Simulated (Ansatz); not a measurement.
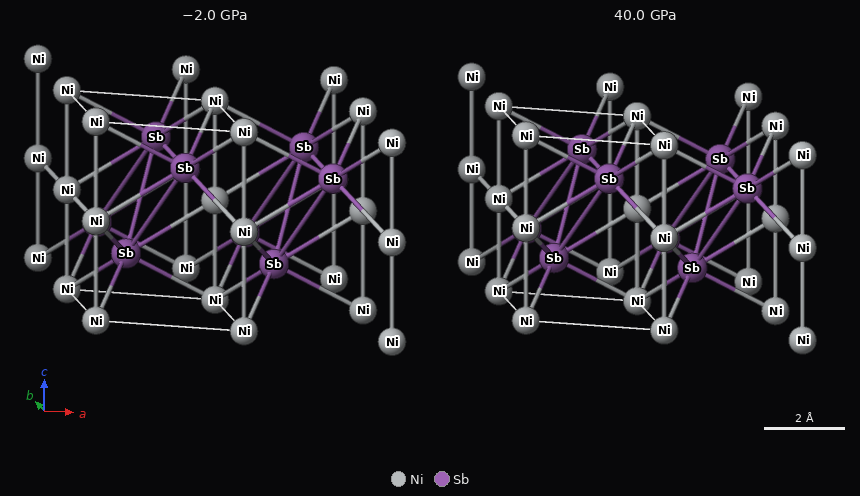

A crystal of NiSb (set up in P6_3/mmc), relaxed (cell and atoms) at several target pressures. The picture shows the first and the last member. A ball-and-stick model of the cell of the calculation, repeated 2 × 2 × 1 with one cell outlined, seen slightly off an axis.

Computed with Ansatz 0.2.0: DFT PBEsol, scalar-relativistic, plane waves, PAW. (plane-wave cutoff 420 eV; k-point mesh 12 × 12 × 8 at −2.0 to 20.0, 12 × 12 × 10 at 40.0 GPa; occupations gaussian; smearing width 0.1 eV; no spin polarisation; cell and atoms relaxed; force threshold 0.008 eV/Å)

```tsv
pressure (GPa)	volume (Å³/atom)	a (Å)	c (Å)
−2.0	17.104	3.937	5.097
0.0	16.834	3.916	5.070
2.0	16.589	3.897	5.045
5.0	?	?	?
10.0	15.778	3.832	4.962
20.0	14.997	3.768	4.879
40.0	13.893	3.678	4.743
```

Q: Estimate the missing row from the others, and compare with the calculation.

A: Murnaghan's form V = V₀(1 + B′P/B₀)^(−1/B′), with V₀ = 16.834 Å³ from the row at zero pressure, fits the other rows with B₀ = 133 GPa and B′ = 4.37 (largest miss 0.006 Å³). At 5.0 GPa it gives 16.834 × (1 + 4.37 × 5.0/133)^(−1/4.37) = 16.258 Å³ per atom. The calculation gives 16.258 Å³/atom (a = 3.871 Å, c = 5.011 Å). The estimate is right to the digits shown. From the first member to the last: Sb–Sb 3.415 → 3.183 Å, Ni–Ni 2.549 → 2.371 Å, Ni–Sb 2.606 → 2.432 Å.

The whole series:

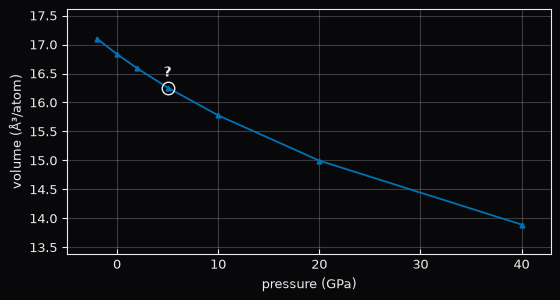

Each member starts from this one structure; whether another phase lies lower wasn't checked.

Limits of the set-up: an element that often carries a moment was run without spin polarisation.
